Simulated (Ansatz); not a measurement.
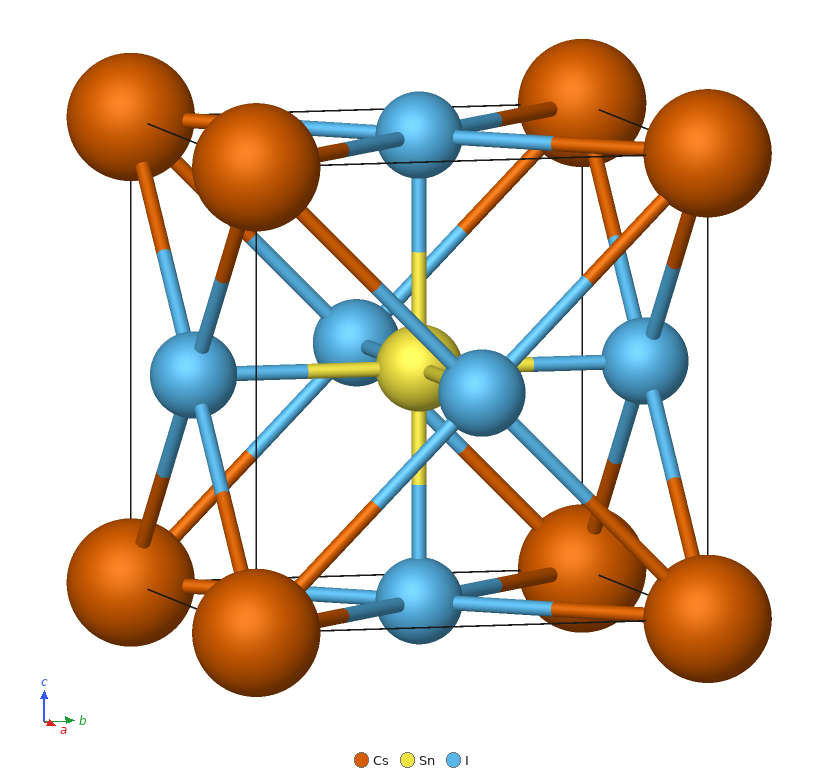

Structure drawing (ball-and-stick), viewed slightly off an axis. The frame is the conventional unit cell; atoms at its boundary are shown with their periodic copies.

CsSnI$_{3}$, cubic perovskite, space group Pm-3m (No. 221), a = 6.241 Å, b = 6.241 Å, c = 6.241 Å, α = 90.00°, β = 90.00°, γ = 90.00°. Provenance: a structure type filled with these elements by a generator (whether the compound takes this form wasn't checked). Earlier steps of the study may have refined or changed the cell and positions. It went into a calculation with Ansatz.

This one geometry was computed with Ansatz (DFT, plane waves, PAW) at six levels of theory: HSE06, dielectric-dependent PBE0 (fraction 1/eps_inf of PBE), PBE0, LDA, PBE and r2SCAN. It was relaxed beforehand with r2SCAN.

Question: Which level gives the highest pressure at this volume, and what does that say about its equilibrium volume?

Answer: Highest: HSE06 (1.4 GPa), dielectric-dependent PBE0 (fraction 1/eps_inf of PBE) (1.6 GPa) and PBE0 (1.4 GPa), which points to the largest equilibrium volume. Lowest, with the smallest volume: LDA (-1.5 GPa). Levels within 0.5 GPa of each other can't be told apart.

Question: How does the band gap change with the level of theory?

Answer: LDA: a gap of 0.36 eV, direct; PBE: a gap of 0.38 eV, direct; r2SCAN: a gap of 0.50 eV, direct; HSE06: a gap of 0.85 eV, direct; dielectric-dependent PBE0 (fraction 1/eps_inf of PBE): a gap of 0.86 eV, direct; PBE0: a gap of 1.53 eV, direct.

Question: Collect the results in a table.

Answer:
| level | cutoff (eV) | k-mesh of the run's cell | gap (eV) | pressure (GPa) |
| --- | --- | --- | --- | --- |
| HSE06 | 420 | 2×2×2 | 0.85 | 1.4 |
| dielectric-dependent PBE0 (fraction 1/eps_inf of PBE) | 420 | 2×2×2 | 0.86 | 1.6 |
| PBE0 | 420 | 2×2×2 | 1.53 | 1.4 |
| LDA | 420 | 4×4×4 | 0.36 | -1.5 |
| PBE | 420 | 4×4×4 | 0.38 | 0.5 |
| r2SCAN | 500 | 4×4×4 | 0.50 | 0.0 |

Gaps are taken on the k-mesh or band path of each run.
